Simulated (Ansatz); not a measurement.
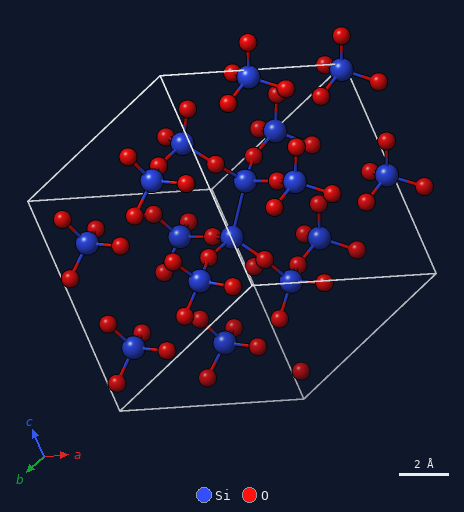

Starting structure of a defect cell of composition Si16O31 (cell charge +1). A ball-and-stick model of the cell of the calculation (origin shifted), seen from a free direction.

Case: O vacancy (site d), charge +1, atoms relaxed at the host's cell.

These are results of Ansatz 0.2.0, DFT PBE, scalar-relativistic, plane waves, PAW, not measurements.

(plane-wave cutoff 420 eV; k-point mesh 2 × 2 × 2; occupations gaussian; smearing width 0.01 eV; collinear spin; atoms relaxed in a fixed cell; force threshold 0.025 eV/Å; at most 45 steps)

```
CELL_PARAMETERS angstrom
-10.05259 0.00000 0.00000
0.00000 -10.05259 0.00000
5.02630 5.02630 7.37174
ATOMIC_POSITIONS crystal
Si 0.00508 0.49753 0.50854
Si 0.49196 0.50347 0.48168
Si 0.00203 0.99706 0.50162
Si 0.99371 0.49977 0.00054
Si 0.50009 0.00304 0.49934
Si 0.52136 0.48821 0.02408
Si 0.00088 0.00083 0.00084
Si 0.50219 0.00303 0.99962
Si 0.62228 0.38679 0.22592
Si 0.11818 0.37523 0.24946
Si 0.62757 0.87197 0.25038
Si 0.62154 0.37747 0.74146
Si 0.12505 0.87417 0.24916
Si 0.13527 0.37153 0.76832
Si 0.62541 0.87794 0.74838
Si 0.12575 0.87196 0.75066
O 0.00603 0.43750 0.12500
O 0.52597 0.93750 0.12500
O 0.52314 0.42692 0.59870
O 0.01580 0.93750 0.12500
O 0.04944 0.44808 0.65130
O 0.51718 0.94319 0.62662
O 0.01556 0.93181 0.62338
O 0.52838 0.41111 0.32595
O 0.05569 0.38416 0.37208
O 0.56215 0.89403 0.37446
O 0.55116 0.39567 0.86116
O 0.06543 0.89104 0.37664
O 0.04878 0.38299 0.87078
O 0.56478 0.89446 0.87470
O 0.06468 0.89119 0.87771
O 0.81500 0.47933 0.38884
O 0.30299 0.49201 0.37922
O 0.81508 0.98054 0.37530
O 0.80860 0.49084 0.87792
O 0.31197 0.98381 0.37229
O 0.32743 0.46389 0.92405
O 0.81379 0.98396 0.87336
O 0.31270 0.98097 0.87554
O 0.59924 0.19316 0.11186
O 0.10797 0.18940 0.12525
O 0.61238 0.68184 0.13814
O 0.60955 0.18994 0.62446
O 0.10772 0.68560 0.12475
O 0.11142 0.18461 0.63115
O 0.60526 0.69039 0.61885
O 0.11009 0.68506 0.62554
```

Question: Predict the outcome.

Answer: The energy falls by 0.723 eV per cell of the calculation in 7 geometry steps. The largest force component goes from 1.3 to 0.0062 eV/Å. The largest moves, 0.31 Å, are those of Si6 and Si9. Si6 goes along [−1 1 −2]. By element the largest moves are Si 0.31 Å, O 0.12 Å. The cell doesn't change. Near-neighbour distances that change, for instance: Si6–Si9 2.520 → 3.143 Å, Si6–O27 1.645 → 1.600 Å, Si6–O42 1.646 → 1.603 Å, Si11–O42 1.634 → 1.663 Å. Bond angles that change, for instance: O24–Si9–O32 106.3° → 114.6°, O32–Si9–O40 106.8° → 114.8°, O24–Si9–O40 106.3° → 114.3°.

After the run, drawn alike:

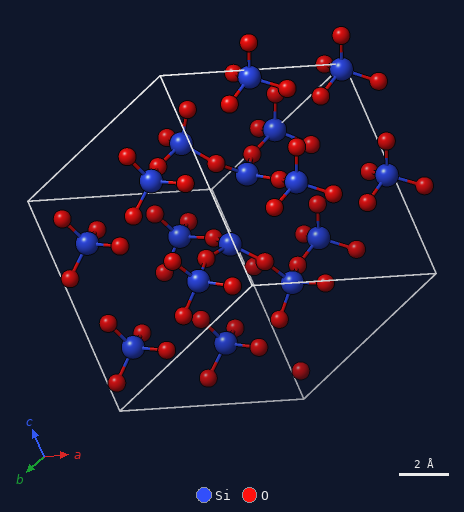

Limits of the set-up: the cell is charged, on a uniform background, and energies carry no finite-size correction.
